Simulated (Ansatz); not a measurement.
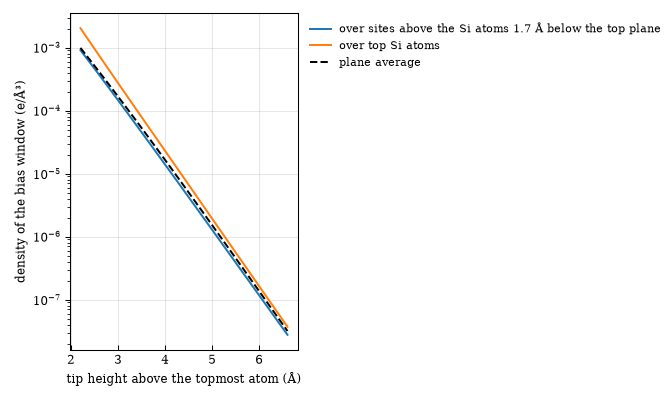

Approach curves over Si(110) (Fd-3m bulk, 6 atomic planes (those closer than 0.6 Å count as one), 9 Å) at a sample bias of −0.25 V.

Model: Tersoff–Hamann, s-wave tip, no tip–sample forces. Bias windows are sharp sums over the levels of the k mesh.

The calculation used DFT PBEsol, scalar-relativistic, plane waves, PAW (Ansatz 0.2.0). Cutoff 420 eV, 22 × 16 k-points, Gaussian smearing 0.1 eV, dipole correction. The slab is a cut without reconstruction beyond its cell, at the source's lattice constants, with its lower half held fixed and the rest relaxed. Real surfaces of this element reconstruct in larger cells, which this cell doesn't allow. No spin polarisation. The run warns that the functional's potential is rough in the thin density of the vacuum, where the tip is; weak contrasts and barriers may feel it.

### How fast does the current decay, and what apparent barrier height does that imply?

Near 4 Å the plane average falls as exp(−2.36 z/Å), a factor of 11 per ångström, which gives an apparent barrier of 5.3 eV (0.952 eV Å² times the slope squared). The vacuum level lies 4.76 eV above zero bias. The apparent barrier is above 4.76 eV. The value exceeds even the 5.01 eV between the vacuum level and the deepest states of the window, so their depth alone doesn't explain it. States away from the zone centre decay faster, since their momentum along the surface adds to the barrier, and that may account for the rest.
